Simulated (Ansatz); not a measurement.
# A homologous series of junctions, from SiH2(OSiH2)1 chain with methyl sulfide ends, between Au (111) faces with adatoms

Wanted: G and thermopower along the series, and a fit against length.

Program: Ansatz 0.2.0. Level of theory: DFT PBE, plane waves, PAW; relaxation of a junction, electrodes held but for their tips, in the first sound run; inputs show where later runs differ. Results are calculated unless marked as measured.

## 1. The starting structure

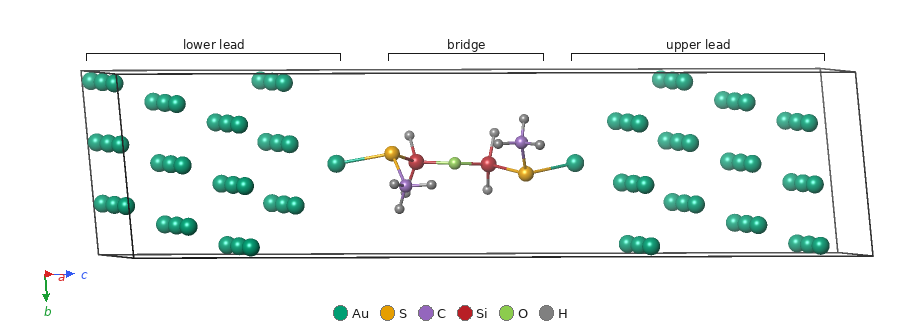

Start, viewed from the side, with the c axis across the page; gold teal, sulfur orange, carbon purple, silicon red, oxygen green, hydrogen grey.

The cell holds 91 atoms: 74 Au, 2 S, 2 C, 2 Si, 1 O and 10 H. Cell: a = 8.825 Å, b = 8.825 Å, c = 31.437 Å, α = 90.0°, β = 90.0°, γ = 60.0°. Electrodes: Au (111) 3x3 face with an adatom; the apex atoms were set 10.157 Å apart; the free molecule is CS[SiH2]O[SiH2]SC. Regions: lower lead, 37 atoms (37 Au); bridge, 17 atoms (2 S, 2 C, 2 Si, 1 O and 10 H); upper lead, 37 atoms (37 Au). The structure is stacked along c, and the current runs across the ab planes.

## 2. Relaxation of the scattering region, 91 atoms, molecule siloxane 1, methyl sulfide ends, units 1

The bridge and the electrodes' tips relax, while 72 atoms stay at the lead's spacing, so that the ends still repeat as a lead.

Input file input.yaml:

```yaml
crystal:
  lattice:
    - [8.8246926292, 0.0, 0.0]
    - [4.4123463146, 7.6424079975, 0.0]
    - [0.0, 0.0, 31.4365220531]
  atoms:
    - { symbol: Au, position: [0.722222222, 0.722222222, 0.0] }
    - { symbol: Au, position: [0.722222222, 0.055555556, 0.0] }
    - { symbol: Au, position: [0.722222222, 0.388888889, 0.0] }
    - { symbol: Au, position: [0.055555556, 0.722222222, 0.0] }
    - { symbol: Au, position: [0.055555556, 0.055555556, 0.0] }
    - { symbol: Au, position: [0.055555556, 0.388888889, 0.0] }
    - { symbol: Au, position: [0.388888889, 0.722222222, 0.0] }
    - { symbol: Au, position: [0.388888889, 0.055555556, 0.0] }
    - { symbol: Au, position: [0.388888889, 0.388888889, 0.0] }
    - { symbol: Au, position: [0.833333333, 0.833333333, 0.076400854] }
    - { symbol: Au, position: [0.833333333, 0.166666667, 0.076400854] }
    - { symbol: Au, position: [0.833333333, 0.5, 0.076400854] }
    - { symbol: Au, position: [0.166666667, 0.833333333, 0.076400854] }
    - { symbol: Au, position: [0.166666667, 0.166666667, 0.076400854] }
    - { symbol: Au, position: [0.166666667, 0.5, 0.076400854] }
    - { symbol: Au, position: [0.5, 0.833333333, 0.076400854] }
    - { symbol: Au, position: [0.5, 0.166666667, 0.076400854] }
    - { symbol: Au, position: [0.5, 0.5, 0.076400854] }
    - { symbol: Au, position: [0.944444444, 0.944444444, 0.152801707] }
    - { symbol: Au, position: [0.944444444, 0.277777778, 0.152801707] }
    - { symbol: Au, position: [0.944444444, 0.611111111, 0.152801707] }
    - { symbol: Au, position: [0.277777778, 0.944444444, 0.152801707] }
    - { symbol: Au, position: [0.277777778, 0.277777778, 0.152801707] }
    - { symbol: Au, position: [0.277777778, 0.611111111, 0.152801707] }
    - { symbol: Au, position: [0.611111111, 0.944444444, 0.152801707] }
    - { symbol: Au, position: [0.611111111, 0.277777778, 0.152801707] }
    - { symbol: Au, position: [0.611111111, 0.611111111, 0.152801707] }
    - { symbol: Au, position: [0.055555556, 0.055555556, 0.229202561] }
    - { symbol: Au, position: [0.055555556, 0.388888889, 0.229202561] }
    - { symbol: Au, position: [0.055555556, 0.722222222, 0.229202561] }
[... 55 atom lines left out ...]
    - { symbol: Au, position: [0.944444444, 0.611111111, 0.923599146] }
    - { symbol: Au, position: [0.944444444, 0.944444444, 0.923599146] }
    - { symbol: Au, position: [0.944444444, 0.277777778, 0.923599146] }
    - { symbol: Au, position: [0.277777778, 0.611111111, 0.923599146] }
    - { symbol: Au, position: [0.277777778, 0.944444444, 0.923599146] }
    - { symbol: Au, position: [0.277777778, 0.277777778, 0.923599146] }
kpoints:
  mp_grid: { grid: [2, 2, 1] }
scf:
  occupations: { method: fermi_dirac, width: 0.1 }
hamiltonian:
  xc: pbe
relax:
  constraints:
    - { sites: [0, 1, 2, 3, 4, 5, 6, 7, 8, 9, 10, 11, 12, 13, 14, 15, 16, 17, 18, 19, 20, 21, 22, 23, 24, 25, 26, 27, 28, 29, 30, 31, 32, 33, 34, 35, 55, 56, 57, 58, 59, 60, 61, 62, 63, 64, 65, 66, 67, 68, 69, 70, 71, 72, 73, 74, 75, 76, 77, 78, 79, 80, 81, 82, 83, 84, 85, 86, 87, 88, 89, 90] }
  f_tol: 0.05
  max_steps: 35
```

Started as:

```sh
$ ansatz run input.yaml --threads 16 --pin off --max-ram 61440MiB --backend cuda --events-out ev --progress --plain --runs-dir out --max-vram 78GiB
```

Numbers of over 12 decimals in the logs are rounded to 6 here.

What it wrote:

```text
Engine: ansatz 0.2.0, aarch64-unknown-linux-gnu
Pseudopotentials: kind: paw
Pseudopotential: Au, paw, valence charge 19, recommended cutoff 420 eV (normal), Au.paw.azcp
Pseudopotential: S, paw, valence charge 6, recommended cutoff 420 eV (normal), S.paw.azcp
Pseudopotential: C, paw, valence charge 4, recommended cutoff 420 eV (normal), C.paw.azcp
Pseudopotential: Si, paw, valence charge 4, recommended cutoff 420 eV (normal), Si.paw.azcp
Pseudopotential: O, paw, valence charge 6, recommended cutoff 420 eV (normal), O.paw.azcp
Pseudopotential: H, paw, valence charge 1, recommended cutoff 420 eV (normal), H.paw.azcp
Functional definition: PBE
  parameter kappa = 0.804
  parameter beta = 0.066725
  exchange = pbe_x(kappa = kappa, mu = beta*pi^2/3)
  correlation = pbe_c(beta = beta)
[...]
Crystal: 91 atoms, lattice volume = 2120.139 Å³
Basis set: ecut = 420 eV, 41439 PW (Γ), exchange–correlation on 120×120×432 points (8 copies of the dense FFT grid, shifted against one another)
Bands: 870, of which v1, the nominal top of the filled ones, is band 725 counted from 1 (724 counted from 0)
Symmetry: 1 space group operations
Space group: P1 (ITA 1), of the structure as read, at distance tolerance 1.3e-4 Å
k-points: 4
Non-local potential: Au, projectors of the file, l = 0: 3, l = 1: 2, l = 2: 2, l = 3: 1
Non-local potential: S, projectors of the file, l = 0: 2, l = 1: 2, l = 2: 2
Non-local potential: C, projectors of the file, l = 0: 2, l = 1: 2, l = 2: 1
Non-local potential: Si, projectors of the file, l = 0: 2, l = 1: 2, l = 2: 2
Non-local potential: O, projectors of the file, l = 0: 2, l = 1: 2, l = 2: 1
Non-local potential: H, projectors of the file, l = 0: 2, l = 1: 1
PAW form: soft (Blöchl's): semilocal exchange-correlation on the pseudo side does not see the compensation charge
PAW one-centre angular grid: Au, 590 points (default); XC on 64 Gauss nodes
PAW one-centre angular grid: S, 110 points (default); XC on 64 Gauss nodes
PAW one-centre angular grid: C, 110 points (default); XC on 64 Gauss nodes
PAW one-centre angular grid: Si, 110 points (default); XC on 64 Gauss nodes
PAW one-centre angular grid: O, 110 points (default); XC on 64 Gauss nodes
PAW one-centre angular grid: H, 110 points (default); XC on 64 Gauss nodes
Initial density: superposition of atomic densities (neutral atoms: chi_scale 0, normalization atom), corrected by the library's trained network
Initial wavefunctions: pseudopotential atomic-orbital guess
[...]
Functional: x = pbe(κ = 0.804, μ = 0.219515), c = pbe(β = 0.066725)
SCF iter   1: F=—  HF=-977349.592907 eV  |F-HF|=—  |Δ(HF+E_count)|=         —  Δρ=3.49e-3  dr2=6.17e0  ethr=1.77e-3  ⟨swp⟩=6.0  Hψ=13524  notcnv=0  defer=23
preconditioner: auto → LDOS  [metal: Δε(μ)=0.119 eV  Ē_g=8.951 eV  σ=0.100 eV  W_gap=0.28  n_scr=612 (ndim 8)  ℏωp=23.6 eV  f_vac=0.288  D(μ)=39.04/eV (n_scr^D=228)  β→1.0]
SCF iter   2: F=—  HF=-977349.438630 eV  |F-HF|=—  |Δ(HF+E_count)|=   1.54e-1  Δρ=3.13e-3  dr2=5.73e-1  ethr=4.26e-4  ⟨swp⟩=2.0  Hψ=5715  notcnv=0  defer=386
[...]
SCF iter   7: F=-977349.303059 eV  HF=-977349.303106 eV  |F-HF|=4.73e-5  |Δ(HF+E_count)|=   2.75e-5  Δρ=2.22e-5  dr2=5.22e-5  ethr=4.31e-9  ⟨swp⟩=3.0  Hψ=11076  notcnv=0
SCF 1 converged in 7 iterations: F = -977349.303059 eV  dr2 = 5.22e-5
  greatest PAW one-centre occupation: 1.000 electrons in one spin orbital (limit 2), on the Au atom at site 58 (counted from 0), in its partial waves of l = 0
relax step   1: F+E_penalty+E_count = -977349.30305899 eV  Δ(F+E_penalty+E_count) = +0.000e0 eV  max|allowed force component| = 6.724e-1 eV/Å  Δτ_max = 0.0000 Å  (7 SCF iters, dr2 threshold 6.25e-5 eV, accepted)
[...]
preconditioner: auto → LDOS  [metal: Δε(μ)=0.107 eV  Ē_g=8.836 eV  σ=0.100 eV  W_gap=0.26  n_scr=612 (ndim 8)  ℏωp=23.6 eV  f_vac=0.288  D(μ)=37.41/eV (n_scr^D=214)  β→1.0]
[...]
SCF 2 converged in 6 iterations: F = -977349.364461 eV  dr2 = 9.69e-6
  greatest PAW one-centre occupation: 1.000 electrons in one spin orbital (limit 2), on the Au atom at site 31 (counted from 0), in its partial waves of l = 0
relax step   2: F+E_penalty+E_count = -977349.36446051 eV  Δ(F+E_penalty+E_count) = -6.140e-2 eV  max|allowed force component| = 4.754e-1 eV/Å  Δτ_max = 0.1795 Å  (6 SCF iters, dr2 threshold 2.83e-5 eV, accepted)
[...]
relax step   3: F+E_penalty+E_count = -977349.42443932 eV  Δ(F+E_penalty+E_count) = -5.998e-2 eV  max|allowed force component| = 1.832e-1 eV/Å  Δτ_max = 0.0800 Å  (6 SCF iters, dr2 threshold 1.41e-5 eV, accepted)
[...]
relax step   4: F+E_penalty+E_count = -977349.43723481 eV  Δ(F+E_penalty+E_count) = -1.280e-2 eV  max|allowed force component| = 1.465e-1 eV/Å  Δτ_max = 0.0624 Å  (6 SCF iters, dr2 threshold 4.99e-6 eV, accepted)
[...]
relax step   5: F+E_penalty+E_count = -977349.45811909 eV  Δ(F+E_penalty+E_count) = -2.088e-2 eV  max|allowed force component| = 2.963e-1 eV/Å  Δτ_max = 0.1861 Å  (7 SCF iters, dr2 threshold 3.19e-6 eV, accepted)
[...]
relax step   6: F+E_penalty+E_count = -977349.47288843 eV  Δ(F+E_penalty+E_count) = -1.477e-2 eV  max|allowed force component| = 2.496e-1 eV/Å  Δτ_max = 0.1251 Å  (6 SCF iters, dr2 threshold 5.61e-5 eV, accepted)
[...]
relax step   7: F+E_penalty+E_count = -977349.47784743 eV  Δ(F+E_penalty+E_count) = -4.959e-3 eV  max|allowed force component| = 1.004e-1 eV/Å  Δτ_max = 0.0644 Å  (5 SCF iters, dr2 threshold 4.42e-5 eV, accepted)
[...]
relax step   8: F+E_penalty+E_count = -977349.48015161 eV  Δ(F+E_penalty+E_count) = -2.304e-3 eV  max|allowed force component| = 6.177e-2 eV/Å  Δτ_max = 0.0713 Å  (8 SCF iters, accepted)
[...]
relax step   9: F+E_penalty+E_count = -977349.48110303 eV  Δ(F+E_penalty+E_count) = -9.514e-4 eV  max|allowed force component| = 6.224e-2 eV/Å  Δτ_max = 0.0428 Å  (7 SCF iters, accepted)
[...]
relax step  10: F+E_penalty+E_count = -977349.48175461 eV  Δ(F+E_penalty+E_count) = -6.516e-4 eV  max|allowed force component| = 3.726e-2 eV/Å  Δτ_max = 0.0158 Å  (6 SCF iters, accepted)
[...]
- { symbol: Au, position: [0.055556, 0.722222, 0.229202561] }
    - { symbol: Au, position: [0.388888889, 0.055555556, 0.229202561] }
    - { symbol: Au, position: [0.388888889, 0.388889, 0.229202561] }
    - { symbol: Au, position: [0.388889, 0.722222, 0.229202561] }
    - { symbol: Au, position: [0.722222, 0.055555556, 0.229202561] }
    - { symbol: Au, position: [0.722222, 0.388889, 0.229202561] }
    - { symbol: Au, position: [0.722222, 0.722222, 0.229202561] }
    - { symbol: Au, position: [0.497708, 0.493913, 0.299006] }
    - { symbol: S, position: [0.601860, 0.477025, 0.370583] }
    - { symbol: C, position: [0.618460, 0.674743, 0.377359] }
    - { symbol: Si, position: [0.383146, 0.530923, 0.411579] }
    - { symbol: O, position: [0.445607, 0.500010, 0.461800] }
    - { symbol: Si, position: [0.414065, 0.469088, 0.512020] }
    - { symbol: S, position: [0.578880, 0.522987, 0.553017] }
    - { symbol: C, position: [0.793194, 0.325266, 0.546239] }
    - { symbol: H, position: [0.712020, 0.666946, 0.353318] }
    - { symbol: H, position: [0.667648, 0.675240, 0.409328] }
    - { symbol: H, position: [0.491715, 0.792413, 0.371820] }
    - { symbol: H, position: [0.244269, 0.716739, 0.405517] }
    - { symbol: H, position: [0.327829, 0.403839, 0.398534] }
    - { symbol: H, position: [0.460999, 0.283273, 0.518080] }
    - { symbol: H, position: [0.231668, 0.596172, 0.525067] }
    - { symbol: H, position: [0.878960, 0.333057, 0.570280] }
    - { symbol: H, position: [0.842876, 0.324773, 0.514269] }
    - { symbol: H, position: [0.784116, 0.207598, 0.551776] }
    - { symbol: Au, position: [0.491623, 0.506086, 0.624593] }
    - { symbol: Au, position: [0.277777778, 0.277778, 0.694396586] }
    - { symbol: Au, position: [0.277777778, 0.611111, 0.694396586] }
    - { symbol: Au, position: [0.277778, 0.944444, 0.694396586] }
    - { symbol: Au, position: [0.611111111, 0.277778, 0.694396586] }
    - { symbol: Au, position: [0.611111111, 0.611111, 0.694396586] }
    - { symbol: Au, position: [0.611111111, 0.944444, 0.694396586] }
    - { symbol: Au, position: [0.944444, 0.277778, 0.694396586] }
    - { symbol: Au, position: [0.944444, 0.611111, 0.694396586] }
    - { symbol: Au, position: [0.944444, 0.944444, 0.694396586] }
    - { symbol: Au, position: [0.388888889, 0.388889, 0.770797439] }
    - { symbol: Au, position: [0.388889, 0.722222, 0.770797439] }
    - { symbol: Au, position: [0.388888889, 0.055555556, 0.770797439] }
    - { symbol: Au, position: [0.722222, 0.388889, 0.770797439] }
    - { symbol: Au, position: [0.722222, 0.722222, 0.770797439] }
    - { symbol: Au, position: [0.722222, 0.055555556, 0.770797439] }
    - { symbol: Au, position: [0.055556, 0.388889, 0.770797439] }
    - { symbol: Au, position: [0.055556, 0.722222, 0.770797439] }
    - { symbol: Au, position: [0.055556, 0.055555556, 0.770797439] }
    - { symbol: Au, position: [0.5, 0.5, 0.847198] }
    - { symbol: Au, position: [0.500000, 0.833333, 0.847198] }
    - { symbol: Au, position: [0.5, 0.166667, 0.847198] }
    - { symbol: Au, position: [0.833333, 0.5, 0.847198] }
    - { symbol: Au, position: [0.833333, 0.833333, 0.847198] }
    - { symbol: Au, position: [0.833333, 0.166667, 0.847198] }
    - { symbol: Au, position: [0.166666667, 0.5, 0.847198] }
    - { symbol: Au, position: [0.166666667, 0.833333, 0.847198] }
    - { symbol: Au, position: [0.166666667, 0.166667, 0.847198] }
    - { symbol: Au, position: [0.611111111, 0.611111, 0.923599146] }
    - { symbol: Au, position: [0.611111111, 0.944444, 0.923599146] }
    - { symbol: Au, position: [0.611111111, 0.277778, 0.923599146] }
    - { symbol: Au, position: [0.944444, 0.611111, 0.923599146] }
    - { symbol: Au, position: [0.944444, 0.944444, 0.923599146] }
    - { symbol: Au, position: [0.944444, 0.277778, 0.923599146] }
    - { symbol: Au, position: [0.277777778, 0.611111, 0.923599146] }
    - { symbol: Au, position: [0.277778, 0.944444, 0.923599146] }
    - { symbol: Au, position: [0.277777778, 0.277778, 0.923599146] }
```

The job ended after 24 s (1 × NVIDIA GB200 with 16 threads of Arm Neoverse V2, shared host; peak memory 2 GiB).

Relaxation path:

```
step  energy less that of the first step (eV)  largest force component (eV/Å)
   1                                   0.0000                          0.6724
   2                                  -0.0614                          0.4754
   3                                  -0.1214                          0.1832
   4                                  -0.1342                          0.1465
   5                                  -0.1551                          0.2963
   6                                  -0.1698                          0.2496
   7                                  -0.1748                          0.1004
   8                                  -0.1771                          0.0618
   9                                  -0.1780                          0.0622
  10                                  -0.1787                          0.0373
```

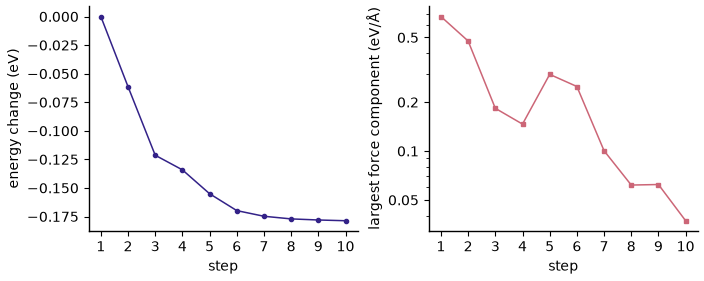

Energy and largest force along the relaxation.

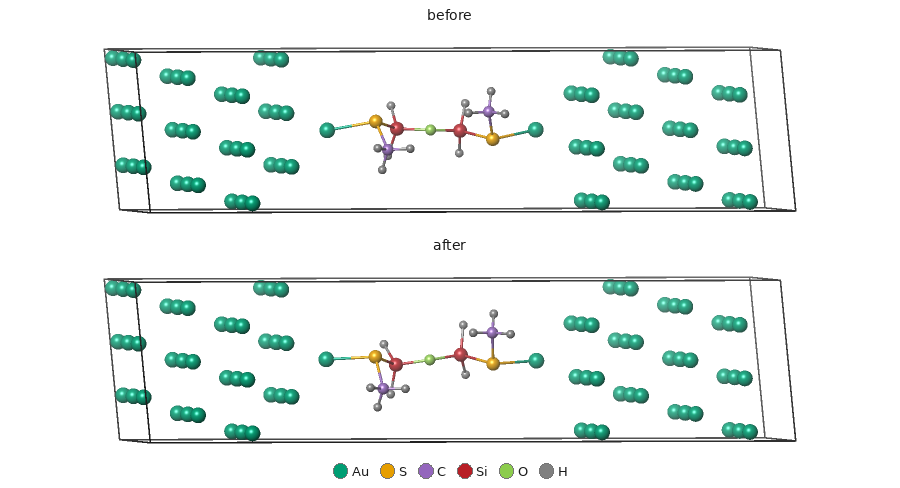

The structure before and after the relaxation, drawn at the same scale.

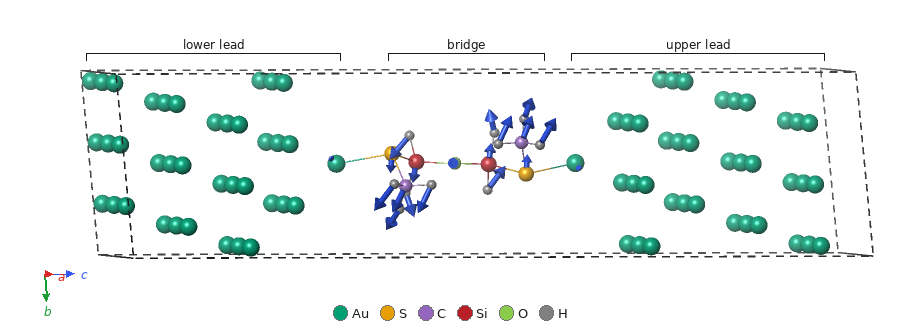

Displacements in the relaxation, exaggerated; the longest in the cell stands for 0.60 Å.

The atoms that moved most (Å):

```
atom      dx      dy      dz  length
 H52  -0.230  -0.462   0.314   0.605
 H45  -0.230   0.462  -0.314   0.604
 H53  -0.021  -0.487   0.233   0.540
 H46  -0.021   0.487  -0.233   0.540
 H51  -0.105  -0.407   0.327   0.532
 H49  -0.105   0.407  -0.326   0.532
 C44  -0.136  -0.430   0.194   0.491
 C39  -0.136   0.430  -0.194   0.491
```

This step gave:

* energy at zero smearing: -977348.8829 eV

The largest force component on a free atom ends at 0.037 eV/Å, under the limit of 0.05. The apex atoms end 10.24 Å apart, and their nearest bridge atoms lie at 2.41 Å (Au–S) and 2.41 Å (Au–S).

(Continued in part 2 of 4.)

[Logs are printed without paths, hosts, clocks, repeated set-up lines and the standing remarks that a program may print on its own settings, such as how far it seeks lower states.]

[Hosts, paths, dates, database ids (printed as entryN), source tags and the programs' standing remarks are cut or masked in the printed files.]
